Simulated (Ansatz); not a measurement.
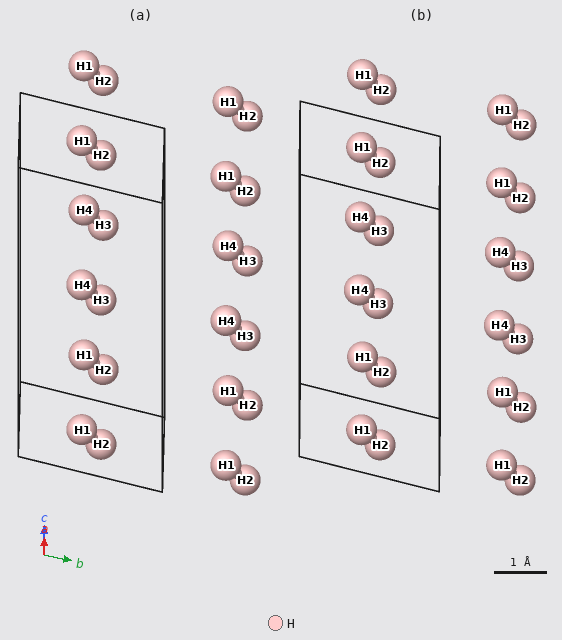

Left: solid H (set up in Cmcm) in its unrelaxed database cell. Right: the same structure after one change, at the same scale. The picture is a ball-and-stick view of the cell of the calculation, repeated 2 × 2 × 1 with one cell outlined, seen from a free direction.

The calculation used Ansatz 0.2.0, DFT PBE, scalar-relativistic, plane waves, PAW. Settings: plane-wave cutoff 420 eV; k-point mesh 8 × 8 × 4; occupations gaussian; smearing width 0.02 eV; no spin polarisation.

What distinguishes the right structure from the left one?

Answer. The cell is strained by −2.0 % along [1 −1 0], −2.3 % along c, −3.7 % along [1 1 0] (volume −7.8 %) and atoms are displaced by 0.03 Å relative to the cell: H4 0.03 Å roughly along [−3 −2 −1]. No relaxation follows.

What does the change do?

Answer. It costs 14.4 meV per atom. The pressure goes from 0.7 to 2.5 GPa. The principal stresses (compression positive) are 6.7 GPa along [1 −1 0] and 0.4 GPa across it. The largest forces, 1.5 eV/Å, act on H1, H2, H3 and H4; on H1 it points along [1 −1 0]. The gap on the k-mesh goes from 8.32 to 8.48 eV. Among the bonded contacts that change: H–H 0.741 → 0.712 Å. The space group (tolerance 0.01 Å) goes from Cmcm (No. 63) to C222_1 (No. 20).
